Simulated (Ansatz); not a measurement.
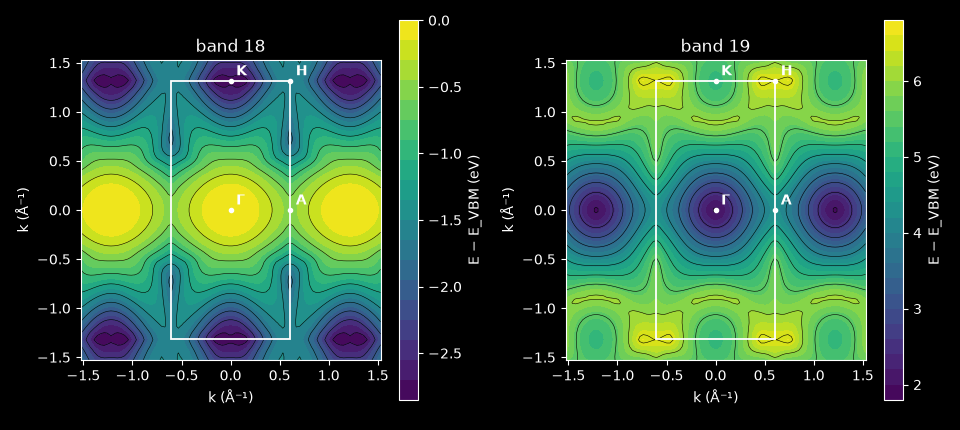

Two bands of GaN (space group P6_3mc, No. 186) over the plane through Γ, A and K: the highest mostly filled and the lowest mostly empty one.

The calculation used DFT PBE, scalar-relativistic, plane waves, PAW; levels and slopes on a dense k mesh at the converged density in Ansatz 0.2.0. No spin polarisation. k mesh for the levels: 30×30×16. The geometry was not relaxed (residual pressure 7 GPa).

**Give both levels and their distance at the named points.**

```csv
point,lower band (eV),upper band (eV),distance (eV)
Γ,0.00,1.96,1.96
A,−0.55,4.29,4.84
K,−2.71,5.13,7.85
H,−1.51,6.50,8.00
```

**Where are the band edges of the whole zone?**

The valence band has one maximum at Γ, two bands meeting there, with masses of 0.17 and 2.28 mₑ along x, 0.17 and 2.12 mₑ along y and 1.69 mₑ along z; the conduction band has one minimum at Γ, principal masses 0.16, 0.18 and 0.18 mₑ. The gap is direct, 1.96 eV at this level of theory, which underestimates gaps and can reorder valleys that lie close.

Spin-orbit coupling, left out here, can split bands that meet at an edge and change their masses.
